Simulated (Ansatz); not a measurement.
Geometry relaxation of Al

System: Al (I4/mmm, 2 atoms in the cell).
Method: DFT PBE, scalar-relativistic, plane waves, PAW, no spin polarisation (Ansatz 0.2.0).

The structure derives from a Materials Project entry. It belongs to a series of runs on one base structure; here: film's bulk on the substrate's plane, third vector and atoms relaxed. Figures and captions count atoms from 1; the log counts them from 0 in places.

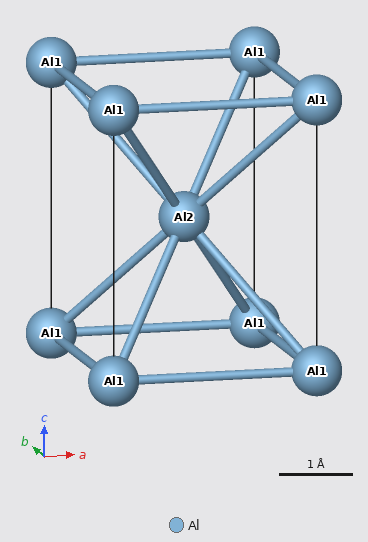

**Figure 1.** The starting structure (ball-and-stick view of the reduced cell, seen slightly off an axis; atoms are numbered from 1 in the order of the input).

## Summary

```csv
quantity,value
outcome,converged
space group (tolerance 0.01 Å),I4/mmm (139) → C2/m (12)
electrons treated,6
free energy,−1074.9697 eV
Fermi energy,8.318 eV
gap on the k-point mesh,none (metallic)
pressure,3.67 GPa
final volume,31.87 Å³
largest force (length of the vector) at the end,under 0.001 eV/Å
final cell,"a = 3.868 Å, b = 3.868 Å, c = 2.869 Å, α = 90.00°, β = 132.06°, γ = 90.00°"
hardware,"4 threads of Arm Neoverse V2, 128 GiB of memory available, shared host"
wall time,7.6 s (CPU time 21 s)
peak memory,0.39 GiB
```

Warnings of the run: the k-point mesh lowers the symmetry that the run can use.

## Input
```yaml
crystal:
  lattice:
    - [3.8679403904, 0.0, 0.0]
    - [0.0, 3.8679403904, 0.0]
    - [-1.9339701952, 0.0, 2.1301811675]
  atoms:
    - { symbol: Al, position: [0.0, 0.0, 0.0] }
    - { symbol: Al, position: [0.5, 0.5, 0.0] }
basis:
  ecutwfc: 420
kpoints:
  mp_grid: { grid: [9, 9, 16] }
hamiltonian:
  xc: pbe
scf:
  occupations: { method: gaussian, width: 0.1 }
output:
  forces: true
  stress: true
  eigenvalues: true
relax:
  adjacent_minimum: "off"
  f_tol: 0.01
  max_steps: 50
  cell: { fix: [a, b, gamma], stress_tol: 0.1 }
```

Launched with:
```bash
ansatz run input.yaml --threads 4 --pin off --max-ram 8192MiB --backend cpu --events-out ev --progress --plain --runs-dir out
```

## The program's output
```
Warning: crystal.symmetry: narrowed to the stabiliser of the k-point mesh — unitary ops 16 → 8; excluded 8 operations that carry a point of the 9×9×16 mesh (shift [0, 0, 0]) off the mesh (the run samples exactly the mesh kpoints.mp_grid names, as under crystal.symmetry.detect: false, and its converged state has the mesh's symmetry, not the crystal's; ε∞, the Born charges and the force constants of a linear response (`dielectric:` by the response, `phonons.method: dfpt`) are averaged over those of the crystal's operations that the state keeps within a tolerance, where `mesh_tensors`, `unaveraged_element` or `gamma_mean_max_change_ev_ang2` stands beside them; a row that `dielectric.field_direction` solves alone is averaged likewise, with nothing beside; a Γ-centred mesh of equal divisions is mapped onto itself by every operation and keeps the whole group, as does a half-shifted one under kpoints.further_shifts: images)
Engine: ansatz 0.2.0, aarch64-unknown-linux-gnu
Pseudopotentials: kind: paw
Pseudopotential: Al, paw, valence charge 3, recommended cutoff 420 eV (normal), Al.paw.azcp
Functional definition: PBE
  parameter kappa = 0.804
  parameter beta = 0.06672455060314922
  exchange = pbe_x(kappa = kappa, mu = beta*pi^2/3)
  correlation = pbe_c(beta = beta)
Crystal: 2 atoms, lattice volume = 31.870 Å³
Basis set: ecut = 420 eV, 617 PW (Γ), exchange–correlation on 54×54×40 points (8 copies of the dense FFT grid, shifted against one another)
Bands: 7, of which v1, the nominal top of the filled ones, is band 3 counted from 1 (2 counted from 0)
Symmetry: 8 space group operations
k-points: 365 of 1296
Non-local potential: Al, projectors of the file, l = 0: 2, l = 1: 2, l = 2: 1
PAW form: soft (Blöchl's): semilocal exchange-correlation on the pseudo side does not see the compensation charge
PAW one-centre angular grid: Al, 110 points (default); XC on 64 Gauss nodes
Initial density: superposition of atomic densities (neutral atoms: chi_scale 0, normalization atom), corrected by the library's trained network
Initial wavefunctions: pseudopotential atomic-orbital guess
Functional: x = pbe(κ = 0.804, μ = 0.2195149727645171), c = pbe(β = 0.06672455060314922)
SCF iter   1: F=—  HF=-1074.969453 eV  |F-HF|=—  |Δ(HF+E_count)|=         —  Δρ=5.06e-4  dr2=2.74e-5  ethr=1.77e-3  ⟨swp⟩=5.1  Hψ=20104  notcnv=0
preconditioner: auto → none  [metal: Δε(μ)=0.004 eV  Ē_g=9.157 eV  σ=0.100 eV  W_gap=0.02  n_scr=2 (ndim 8)  ℏωp=16.1 eV  f_vac=0.000  D(μ)=0.53/eV (n_scr^D=2)  sad-step TF]
SCF iter   2: F=—  HF=-1074.969545 eV  |F-HF|=—  |Δ(HF+E_count)|=   9.21e-5  Δρ=2.86e-4  dr2=9.40e-6  ethr=4.56e-7  ⟨swp⟩=1.9  Hψ=6011  notcnv=0
iter 3 did not close the SCF: its close was put off for the readings that it lacked (scf_convergence_deferred on its scf_iter line)
SCF iter   3: F=-1074.969566 eV  HF=-1074.969566 eV  |F-HF|=3.57e-9  |Δ(HF+E_count)|=   2.03e-5  Δρ=1.77e-5  dr2=7.85e-8  ethr=1.57e-7  ⟨swp⟩=2.0  Hψ=3566  notcnv=0
iter 4 did not close the SCF: its close was put off for the readings that it lacked (scf_convergence_deferred on its scf_iter line)
SCF iter   4: F=-1074.969566 eV  HF=-1074.969566 eV  |F-HF|=3.74e-9  |Δ(HF+E_count)|=   2.81e-9  Δρ=4.41e-6  dr2=3.68e-9  ethr=1.31e-9  ⟨swp⟩=1.4  Hψ=2770  notcnv=0
iter 5 did not close the SCF: its close was put off for the readings that it lacked (scf_convergence_deferred on its scf_iter line)
SCF iter   5: F=-1074.969566 eV  HF=-1074.969566 eV  |F-HF|=5.00e-12  |Δ(HF+E_count)|=   4.01e-9  Δρ=2.26e-7  dr2=1.45e-11  ethr=6.13e-11  ⟨swp⟩=2.0  Hψ=3562  notcnv=0
SCF iter   6: F=-1074.969566 eV  HF=-1074.969566 eV  |F-HF|=6.82e-13  |Δ(HF+E_count)|=  4.32e-12  Δρ=3.54e-8  dr2=3.99e-13  ethr=1.00e-12  ⟨swp⟩=1.5  Hψ=7162  notcnv=0
SCF 1 converged in 6 iterations: F = -1074.969566 eV  dr2 = 3.99e-13
  greatest PAW one-centre occupation: 0.450 electrons in one spin orbital (limit 2), on the Al atom at site 1 (counted from 0), in its partial waves of l = 0
relax step   1: F+E_penalty+E_count = -1074.96956558 eV  Δ(F+E_penalty+E_count) = +0.000e0 eV  max|allowed force component| = 1.849e-32 eV/Å  Δτ_max = 0.0000 Å  P = +3.653 GPa  Ω = 31.870 Å³  fix = [a, b, gamma]  reactions: a +5.391, b +5.468 GPa  (6 SCF iters, dr2 threshold 1.00e-7 eV, accepted)
Crystal: 2 atoms, lattice volume = 31.892 Å³
Initial density: handed on by an earlier stage of this run
Initial wavefunctions: those handed on with the density
iter 1 solved again at ethr=2.06e-7 eV; its pass at ethr=3.10e-3 eV (dr2=1.24e-5 eV) is discarded
SCF iter   1: F=—  HF=-1074.969702 eV  |F-HF|=—  |Δ(HF+E_count)|=         —  Δρ=1.77e-4  dr2=1.19e-5  ethr=2.06e-7  ⟨swp⟩=2.3  Hψ=22552  notcnv=0
preconditioner: auto → none  [metal: Δε(μ)=0.031 eV  Ē_g=9.153 eV  σ=0.100 eV  W_gap=0.17  n_scr=2 (ndim 8)  ℏωp=16.1 eV  f_vac=0.000  D(μ)=0.51/eV (n_scr^D=2)]
SCF iter   2: F=—  HF=-1074.969696 eV  |F-HF|=—  |Δ(HF+E_count)|=   6.51e-6  Δρ=7.33e-5  dr2=2.01e-6  ethr=1.99e-7  ⟨swp⟩=1.0  Hψ=2555  notcnv=0
SCF iter   3: F=-1074.969695 eV  HF=-1074.969695 eV  |F-HF|=1.68e-10  |Δ(HF+E_count)|=   6.42e-7  Δρ=2.54e-6  dr2=1.07e-9  ethr=3.33e-9  ⟨swp⟩=3.0  Hψ=8450  notcnv=0
SCF 2 converged in 3 iterations: F = -1074.969695 eV  dr2 = 1.07e-9
  greatest PAW one-centre occupation: 0.451 electrons in one spin orbital (limit 2), on the Al atom at site 1 (counted from 0), in its partial waves of l = 0
relax step   2: F+E_penalty+E_count = -1074.96969512 eV  Δ(F+E_penalty+E_count) = -1.295e-4 eV  max|allowed force component| = 4.930e-32 eV/Å  Δτ_max = 0.0000 Å  P = +3.604 GPa  Ω = 31.892 Å³  energy of the carried Pulay correction = -9.543e-6 eV  fix = [a, b, gamma]  reactions: a +5.340, b +5.581 GPa  (3 SCF iters, dr2 threshold 2.00e-7 eV, accepted)
Crystal: 2 atoms, lattice volume = 31.868 Å³
Basis set: ecut = 420 eV, 621 PW (Γ), exchange–correlation on 54×54×40 points (8 copies of the dense FFT grid, shifted against one another)
iter 1 solved again at ethr=1.83e-8 eV; its pass at ethr=3.10e-3 eV (dr2=1.10e-6 eV) is discarded
SCF iter   1: F=—  HF=-1074.969720 eV  |F-HF|=—  |Δ(HF+E_count)|=         —  Δρ=5.52e-5  dr2=1.08e-6  ethr=1.83e-8  ⟨swp⟩=2.4  Hψ=22621  notcnv=0
preconditioner: auto → none  [metal: Δε(μ)=0.004 eV  Ē_g=9.157 eV  σ=0.100 eV  W_gap=0.02  n_scr=2 (ndim 8)  ℏωp=16.1 eV  f_vac=0.000  D(μ)=0.51/eV (n_scr^D=2)]
SCF iter   2: F=—  HF=-1074.969717 eV  |F-HF|=—  |Δ(HF+E_count)|=   3.62e-6  Δρ=2.38e-5  dr2=1.96e-7  ethr=1.81e-8  ⟨swp⟩=1.0  Hψ=2555  notcnv=0
SCF iter   3: F=-1074.969717 eV  HF=-1074.969717 eV  |F-HF|=1.00e-10  |Δ(HF+E_count)|=   8.26e-8  Δρ=1.07e-6  dr2=2.56e-10  ethr=6.38e-10  ⟨swp⟩=3.8  Hψ=6455  notcnv=0
SCF 3 converged in 3 iterations: F = -1074.969717 eV  dr2 = 2.56e-10
relax step   3: F+E_penalty+E_count = -1074.96971670 eV  Δ(F+E_penalty+E_count) = -2.158e-5 eV  max|allowed force component| = 1.972e-31 eV/Å  Δτ_max = 0.0000 Å  P = +3.667 GPa  Ω = 31.868 Å³  energy of the carried Pulay correction = +7.957e-7 eV  fix = [a, b, gamma]  reactions: a +5.348, b +5.638 GPa  (3 SCF iters, dr2 threshold 3.83e-8 eV, accepted)
Initial wavefunctions: pseudopotential atomic-orbital guess (no wavefunctions were taken with the density)
iter 1 solved again at ethr=2.70e-9 eV; its pass at ethr=3.10e-3 eV (dr2=1.62e-7 eV) is discarded
SCF iter   1: F=—  HF=-1074.969722 eV  |F-HF|=—  |Δ(HF+E_count)|=         —  Δρ=3.70e-6  dr2=5.93e-10  ethr=2.70e-9  ⟨swp⟩=3.1  Hψ=27969  notcnv=0
SCF iter   2: F=—  HF=-1074.969719 eV  |F-HF|=—  |Δ(HF+E_count)|=   3.27e-6  Δρ=1.86e-6  dr2=1.38e-10  ethr=9.88e-12  ⟨swp⟩=2.0  Hψ=3650  notcnv=0
SCF iter   3: F=-1074.969719 eV  HF=-1074.969719 eV  |F-HF|=3.18e-12  |Δ(HF+E_count)|=   1.09e-9  Δρ=1.31e-7  dr2=1.77e-12  ethr=1.33e-12  ⟨swp⟩=4.3  Hψ=8657  notcnv=0
SCF 4 converged in 3 iterations: F = -1074.969719 eV  dr2 = 1.77e-12
relax step   4: F+E_penalty+E_count = -1074.96971879 eV  Δ(F+E_penalty+E_count) = -2.091e-6 eV  max|allowed force component| = 2.465e-32 eV/Å  Δτ_max = 0.0000 Å  P = +3.667 GPa  Ω = 31.868 Å³  fix = [a, b, gamma]  reactions: a +5.348, b +5.638 GPa  stress off target by 1.95e-2 GPa on what of the cell is left free  SCF on the basis re-selected at this cell (its energy is not comparable with the rows above)  (3 SCF iters)
```

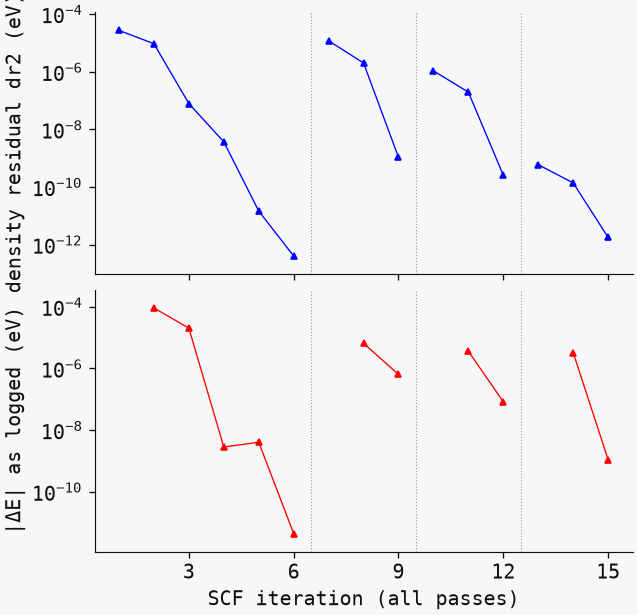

**Figure 2.** Convergence of the self-consistent field: density residual dr2 and size of the energy change against the SCF iteration. The dotted lines part the SCF passes of the relaxation: geometry steps, rejected trials and re-solves on a re-selected basis. The passes take 6, 3, 3 and 3 iterations.

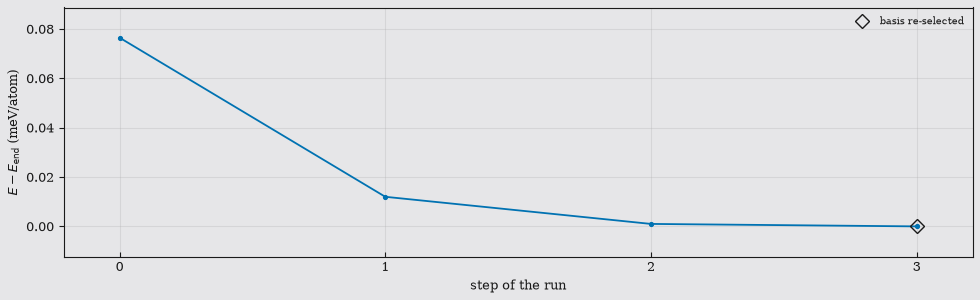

**Figure 3.** Progress of the relaxation, step by step (the first geometry is step 0 here and step 1 in the log). The atoms keep their places relative to the cell (all moves are under 0.005 Å). After 2 geometry steps the energy has fallen by 0.1 meV per atom. All forces vanish by symmetry, so only the cell relaxes. Pressure: 3.65 GPa at the start and 3.67 GPa at the end. A last SCF at the same geometry on a re-selected plane-wave basis shifts the energy by next to nothing (0.0 meV per atom).

```
basis re-selected at this cell: Δ(F+E_penalty+E_count) = -2.091e-6 eV, ΔP = +0.000 GPa vs the last step (what re-selecting the basis moved, of the pressure what is left beyond the Pulay correction that the steps carried, after the strain that the cell walked since its last selection, with what the two solves' SCF thresholds leave and, on support functions, any second-order correction that the steps lacked; it is no measure of the basis error at this ecutwfc). This SCF's stress stands 1.95e-2 GPa from its target on what of the cell is left free (relax.cell.stress_tol is 1.00e-1 GPa) and its largest allowed force component is 2.47e-32 eV/Å (relax.f_tol is 1.00e-2 eV/Å): within both
SCF converged after 3 iterations
Free energy (F): -1074.969719 eV
Harris-Foulkes:  -1074.969719 eV  (|F-HF|=3.18e-12)
Internal energy: -1074.967192 eV  (E = F + TS)
E sigma→0 (E₀):  -1074.968455 eV
Entropy (-TS):   -0.002527 eV (-1.263 meV/atom)
Fermi energy:    8.317530 eV
--- Per-component energies (eV) ---
  E_band       = 22.749798
  E_kinetic    = 46.602007
  E_local      = 20.790585  (includes V_loc(G=0)·N_el)
  E_nonlocal   = 20.903034
  E_hartree    = 0.215076
  E_xc         = -79.935833
  E_vxc        = -58.522869  (∫ρ·V_xc dr)
  E_paw        = -934.826618  (= ΣΔE_a)
  E_vpaw       = -7.453107  (= ΣTr[D̂ρ^β])
  E_aug_tail   = -0.000004  (compensation charges beyond the density's cutoff)
  E_ewald      = -148.715439
  E_smearing   = -0.002527  (= −TS)
  E_closure    = 0.000000  (closes the sum)
  Σ components = -1074.969719   (vs F -1074.969719, Δ=0.00e0)
--- Forces (eV/Å), atoms counted from 1 ---
  atom   1  Al     0.00000000     0.00000000    -0.00000000
  atom   2  Al     0.00000000     0.00000000    -0.00000000
  max |Σ_I F_I| component: 4.44e-31 eV/Å
--- Stress (GPa, compression-positive) ---
        5.348020       0.000000       0.007029
        0.000000       5.637779       0.000000
        0.007029       0.000000       0.016499
  P = ⅓ Tr σ = 3.6674 GPa (36.674 kbar)
--- Band table (eV; the first three rows and the last of 365) ---
  k-point 0: bands = ["-3.0574", "5.8088", "7.3754", "13.1978", "13.2806", "13.9287", "17.1212"]
  k-point 1: bands = ["-2.9300", "5.9241", "7.4951", "11.4930", "13.1611", "15.2289", "18.0656"]
  k-point 2: bands = ["-2.5486", "6.2706", "7.8467", "9.9801", "11.8769", "17.4423", "18.5354"]
  k-point 364: bands = ["1.5861", "2.6408", "5.4453", "6.4761", "15.2045", "16.1455", "18.8740"]
--- Relaxed structure (3 steps of the walk, 3 accepted, 1 SCFs on fresh bases) ---
  F+E_penalty+E_count = -1074.96971879 eV   max|allowed force component| = 2.465e-32 eV/Å   (the final SCF, on the basis selected at the relaxed cell)
  cell:  # Å, volume = 31.8676 Å³
    - [3.8679257585670523, 0.0, 0.0106390742638704]
    - [0.0, 3.8679403904, 0.0]
    - [-1.9281036484399539, 0.0, 2.1247565052633384]
  atoms:
    - { symbol: Al, position: [0.0, 0.0, 0.0] }
    - { symbol: Al, position: [0.5, 0.5, 0.0] }
```

## Trajectory as extended XYZ (Å, eV, eV/Å), 4 frames, from step=1 to step=4
```
2
Lattice="3.8679 0.0000 0.0000 0.0000 3.8679 0.0000 -1.9340 0.0000 2.1302" Properties=species:S:1:pos:R:3:forces:R:3 step=1 energy=-1074.96957 pressure_GPa=3.65
Al    0.0000    0.0000    0.0000    0.0000   0.0000   0.0000
Al    1.9340    1.9340    0.0000    0.0000   0.0000   0.0000
2
Lattice="3.8679 0.0000 0.0083 0.0000 3.8679 0.0000 -1.9294 0.0000 2.1275" Properties=species:S:1:pos:R:3:forces:R:3 step=2 energy=-1074.96970 pressure_GPa=3.60
Al    0.0000    0.0000    0.0000    0.0000   0.0000   0.0000
Al    1.9340    1.9340    0.0042    0.0000   0.0000   0.0000
2
Lattice="3.8679 0.0000 0.0106 0.0000 3.8679 0.0000 -1.9281 0.0000 2.1248" Properties=species:S:1:pos:R:3:forces:R:3 step=3 energy=-1074.96972 pressure_GPa=3.67
Al    0.0000    0.0000    0.0000    0.0000   0.0000   0.0000
Al    1.9340    1.9340    0.0053    0.0000   0.0000   0.0000
2
Lattice="3.8679 0.0000 0.0106 0.0000 3.8679 0.0000 -1.9281 0.0000 2.1248" Properties=species:S:1:pos:R:3:forces:R:3 step=4 energy=-1074.96972 pressure_GPa=3.67
Al    0.0000    0.0000    0.0000    0.0000   0.0000   0.0000
Al    1.9340    1.9340    0.0053    0.0000   0.0000   0.0000
```

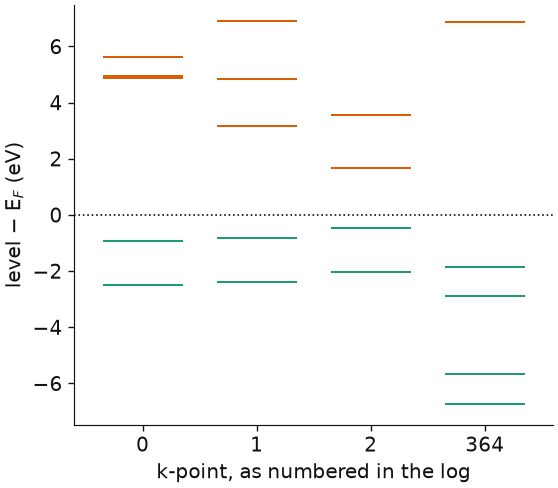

**Figure 4.** Kohn–Sham levels near the Fermi level (dotted) at the few k-points that the log prints; levels within 0.02 eV of each other stand side by side. The system is metallic on the full mesh.
